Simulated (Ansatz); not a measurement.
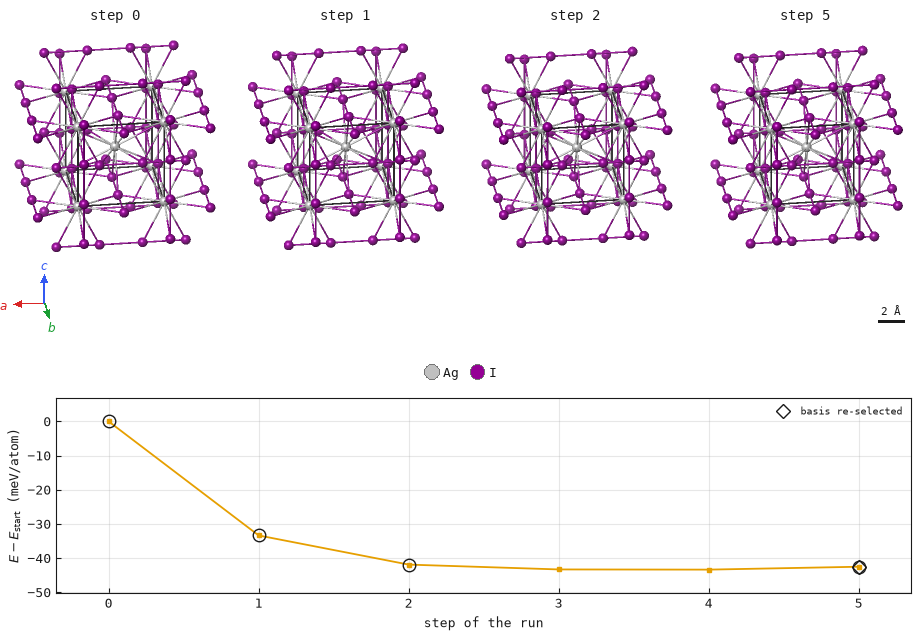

Frames of a relaxation of solid AgI3 (built on the A15_223 type), marked on the history of the run. Style: ball-and-stick. Shown: the cell of the calculation, from a free direction.

Case: A15 type (Pm-3n, No. 223).

The calculation used DFT PBE, scalar-relativistic, plane waves, PAW (Ansatz).

Input
```yaml
crystal:
  lattice:
    - [6.7298606175, 0.0, 0.0]
    - [0.0, 6.7298606175, 0.0]
    - [0.0, 0.0, 6.7298606175]
  atoms:
    - { symbol: Ag, position: [0.0, 0.0, 0.0] }
    - { symbol: Ag, position: [0.5, 0.5, 0.5] }
    - { symbol: I, position: [0.0, 0.5, 0.25] }
    - { symbol: I, position: [0.0, 0.5, 0.75] }
    - { symbol: I, position: [0.25, 0.0, 0.5] }
    - { symbol: I, position: [0.75, 0.0, 0.5] }
    - { symbol: I, position: [0.5, 0.75, 0.0] }
    - { symbol: I, position: [0.5, 0.25, 0.0] }
basis:
  ecutwfc: 420
kpoints:
  mp_grid: { grid: [6, 6, 6] }
hamiltonian:
  xc: pbe
scf:
  occupations: { method: gaussian, width: 0.1 }
output:
  forces: true
  stress: true
  eigenvalues: true
relax:
  adjacent_minimum: "off"
  f_tol: 0.01
  max_steps: 80
  cell: { stress_tol: 0.05 }
```

Launched with:
```bash
ansatz run input.yaml --threads 1 --pin off --max-ram 2560MiB --backend cpu --events-out ev --progress --plain --runs-dir out
```

### Describe the path.

The atoms keep their places relative to the cell (all moves are under 0.005 Å). The drawn cell changes as follows: a = b = c 6.730 → 6.432 Å (−4.4 %); the volume changes by −12.7 %. Among the contacts that change: Ag1–I3 3.762 → 3.596 Å, I3–I4 3.365 → 3.216 Å. The space group stays Pm-3n (No. 223). Over 4 accepted moves (5 points after the start) the energy falls by 42.5 meV per atom. All forces vanish by symmetry, so only the cell relaxes. The pressure goes from −2.43 to −0.01 GPa. At 1 point the geometry stayed and the basis and grid were re-selected for the new cell (energy shift of 0.8 meV per atom at most each time). The run took 85 s on 1 thread of Intel(R) Xeon(R) 6975P-C (Granite Rapids), on a shared host, peak memory 0.75 GiB. From step 0 to 1: volume −7.1 %, energy −33.3 meV per atom. From step 1 to 2: volume −8.3 %, energy −8.5 meV per atom. From step 2 to 5: volume +2.5 %, energy −0.6 meV per atom.

```
step  E − E(0), meV/atom  pressure, GPa  volume, Å³/atom                      note
   0                0.00          -2.43           38.100                          
   1              -33.34          -1.36           35.388                          
   2              -41.87           0.67           32.468                          
   3              -43.28          -0.09           33.380                          
   4              -43.34           0.00           33.269                          
   5              -42.49          -0.01           33.269  same geometry, new basis
```
